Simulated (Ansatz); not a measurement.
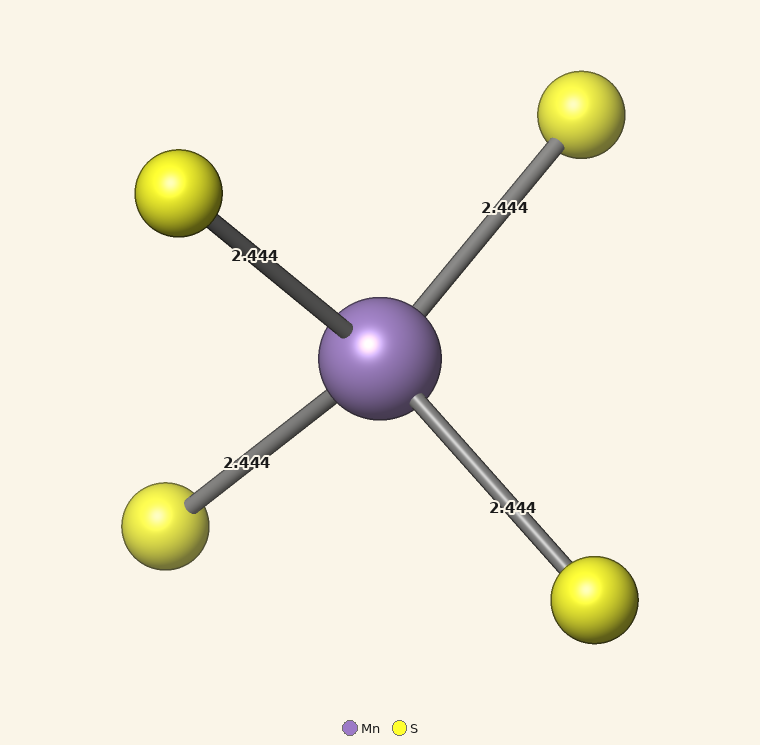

The surroundings of site Mn1 (at 0.000, 0.000, 0.000) in MnS (F-43m, No. 216), with bond lengths in Å.

The cell is taken from a calculation's input that goes back to an entry of the Crystallography Open Database (an earlier step may have relaxed or displaced it).

```xyz
8
Lattice="5.6445 0.0000 0.0000 0.0000 5.6445 0.0000 0.0000 0.0000 5.6445" Properties=species:S:1:pos:R:3 pbc="T T T"
Mn    0.0000    0.0000    0.0000
S     1.4111    1.4111    1.4111
Mn    0.0000    2.8222    2.8222
S     1.4111    4.2334    4.2334
Mn    2.8222    0.0000    2.8222
S     4.2334    1.4111    4.2334
Mn    2.8222    2.8222    0.0000
S     4.2334    4.2334    1.4111
```

Bond valence s = exp((R0 − d)/b), R0 fitted to published crystal structures with b = 0.37 Å; R0 in Å: Mn2+–S 2.192.

Q: Calculate the bond-valence sum of Mn1 from the bonds drawn.

A: 4 × 0.506 = 2.02 v.u., against a formal valence of 2: a close match.

Q: And over the whole structure?

A:
```json
{"site": "Mn1", "x, y, z": "0.000, 0.000, 0.000", "formal valence": "+2", "bond-valence sum": "2.04", "difference": "0.04"}
{"site": "S1", "x, y, z": "0.250, 0.250, 0.250", "formal valence": "−2", "bond-valence sum": "2.04", "difference": "0.04"}
```

These sums include all anions within 5 Å. The global instability index (root mean square of the differences over all atoms) is 0.04 v.u.: little strain. The cell was not relaxed for this table, and a volume that is off by a few per cent shifts all sums together.
